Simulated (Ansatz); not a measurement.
O

Input

```
crystal:
  lattice:
    - [3.985, -2.8165, 0.0]
    - [3.985, 2.8165, 0.0]
    - [-1.6442371891, 0.0, 3.3268611432]
  atoms:
    - { symbol: O, position: [0.826, 0.826, 0.174] }
    - { symbol: O, position: [0.174, 0.174, 0.826] }
    - { symbol: O, position: [0.248, 0.248, 0.186] }
    - { symbol: O, position: [0.752, 0.752, 0.814] }
    - { symbol: O, position: [0.7691, 0.3029, 0.181] }
    - { symbol: O, position: [0.6971, 0.2309, 0.819] }
    - { symbol: O, position: [0.2309, 0.6971, 0.819] }
    - { symbol: O, position: [0.3029, 0.7691, 0.181] }
scf:
  occupations: { method: gaussian, width: 0.05 }
output:
  forces: true
  stress: true
  eigenvalues: true
  write_density: true
  write_potential: true
  elf: true
  volumetric_format: npy
hamiltonian:
  xc: pbe
basis:
  ecutwfc: 600
kpoints:
  mp_grid: { grid: [8, 8, 10] }
relax:
  f_tol: 0.005
  max_steps: 60
  cell: { stress_tol: 0.05, p_target: 30 }
```

Command:

```sh
ansatz run input.yaml --threads 3 --pin off --max-ram 8192MiB --backend cpu --events-out ev --progress --plain --runs-dir out
```

Below, planes, directions and counts refer to the conventional cell (a = 7.32 Å, b = 5.24 Å, c = 3.60 Å, α = 90.00°, β = 114.61°, γ = 90.00°).

The fields are those of the relaxed geometry.

Space group C2/m; computed pressure about 30 GPa in this cell.

Method: DFT PBE, scalar-relativistic, plane waves, PAW (Ansatz 0.2.0).

Question: What can the converged valence pseudo-density and electron localisation function tell about the bonding?

Answer: O–O (1.20 Å): ρ at the midpoint is about 3.7 e/Å³; the ELF peaks at about 0.75 between the atoms (inside overlapping PAW spheres, so only a guide): localised, covalent bonding.

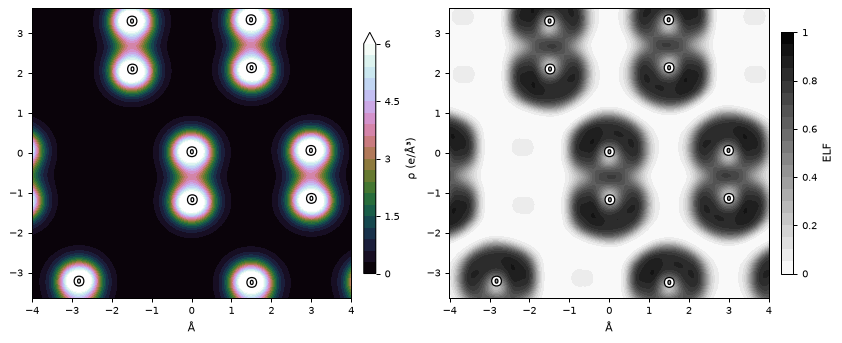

Computed valence pseudo-density and electron localisation function on the (010) plane of the conventional cell, in this order. 
